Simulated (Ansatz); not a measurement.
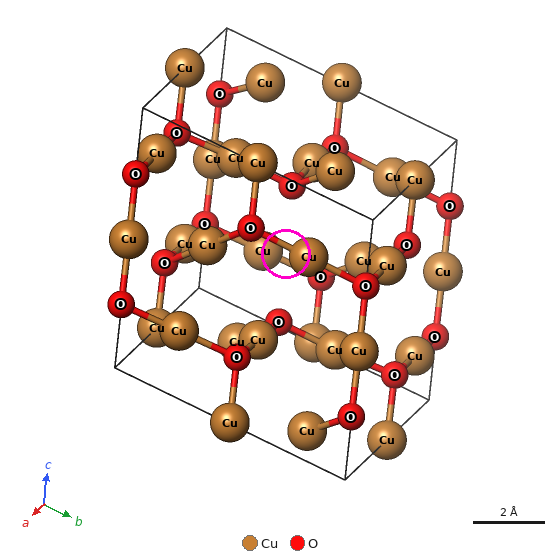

The crystal in a ball-and-stick representation, seen slightly off an axis. One supercell is outlined, and atoms on its boundary appear in each equivalent place. The host is Cu₂O, in a cell of 24 sites, and the cell is neutral. A ring marks the defect's site.

Spot the defect.

Answer. A copper vacancy. Around the empty site lie two O at about 1.9 Å.

Origin of the cell: a structure listed in the Materials Project, repeated into a supercell with a point defect put in. Earlier steps of the study may have refined or changed the cell and positions. It was set up as input for a calculation with Ansatz.
